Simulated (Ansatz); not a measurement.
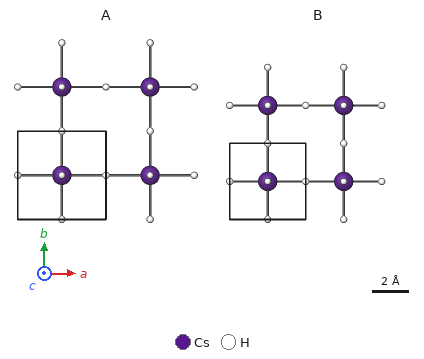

Two geometries of solid CsH3 (a generated structure, set up in Pm-3m) (coarse preliminary run), drawn at one scale. One is the start of a relaxation, the other its converged end. A ball-and-stick model of the cell of the calculation, repeated 2 × 2 × 1 with one cell outlined, seen along the c axis.

Computed with DFT PBE, scalar-relativistic, plane waves, PAW (Ansatz). (plane-wave cutoff 420 eV; k-point mesh 4 × 4 × 4; occupations gaussian; smearing width 0.1 eV; no spin polarisation; cell and atoms relaxed; force threshold 0.04 eV/Å; at most 70 steps)

Q: Which geometry has the lower energy?

A: Structure A is the relaxed one. No atom moves by more than 0.005 Å relative to the cell. Cell: a = b = c 4.336 → 5.037 Å (+16.2 %). Volume +56.8 %. Near-neighbour distances that change, for instance: Cs–H 2.168 → 2.519 Å. The space group stays Pm-3m (No. 221). After 4 accepted moves (5 points after the start) the energy has fallen by 196 meV per atom. All forces vanish by symmetry, so only the cell relaxes. Pressure: 7.47 GPa at the start and 0.30 GPa at the end. At 1 point the geometry stayed and the basis and grid were re-selected for the new cell (energy shift of 12.0 meV per atom at most each time). The run took 4.8 s on 1 thread of Arm Neoverse V2, on a shared host, peak memory 0.34 GiB.
